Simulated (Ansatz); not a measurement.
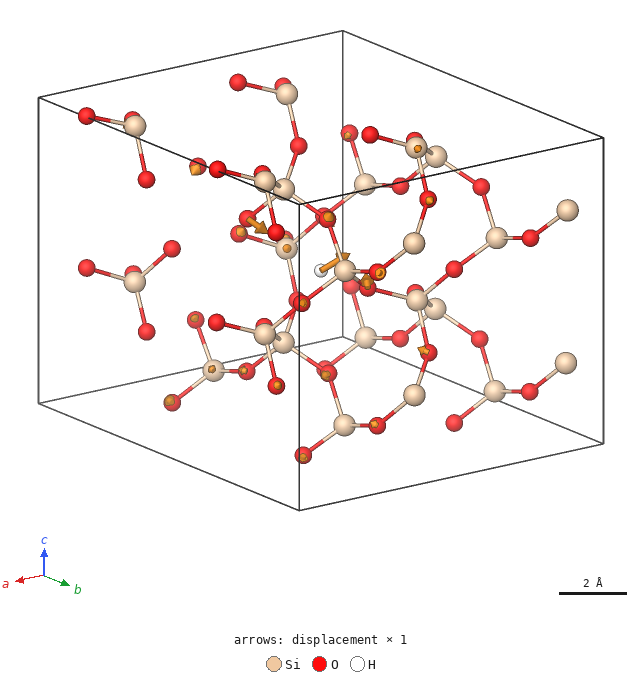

A relaxation of a defect cell of composition Si23O48H. The starting structure is drawn; orange arrows show the displacements, at their true length.

The picture is a ball-and-stick view of the cell of the calculation (origin shifted), seen from a free direction.

All numbers below come from DFT, PBEsol, PAW, plane waves in Ansatz. (plane-wave cutoff 420 eV; k-point mesh 1 × 1 × 1; mesh shifted by (0.25, 0.25, 0.25); collinear spin; atoms relaxed in a fixed cell; force threshold 0.03 eV/Å; at most 80 steps)

**Describe the change and its energy.**

Over 16 geometry steps the energy falls by 4.917 eV per cell of the calculation. The largest force component goes from 3.2 to 0.029 eV/Å. The H atom moves most: 1.12 Å roughly along [−3 −1 1]. By element the largest moves are H 1.12 Å, O 0.83 Å, Si 0.25 Å. The cell doesn't change. Some distances before and after: H–O 1.687 → 1.095 Å, O–Si 1.586 → 1.747 Å, O–Si 1.569 → 1.648 Å, O–Si 1.691 → 1.614 Å. New bonds form: H–O (1.69 → 1.09 Å). Bond angles that change, for instance: Si–O–Si 143.7° → 121.7°, Si–O–Si 145.0° → 161.1°, Si–O–Si 142.6° → 157.7°. The program noted that the starting moments weren't kept. The run took 32 s on 1 × NVIDIA GB300 Max-Q with 8 threads of Arm Neoverse-V2, peak memory 1.8 GiB.
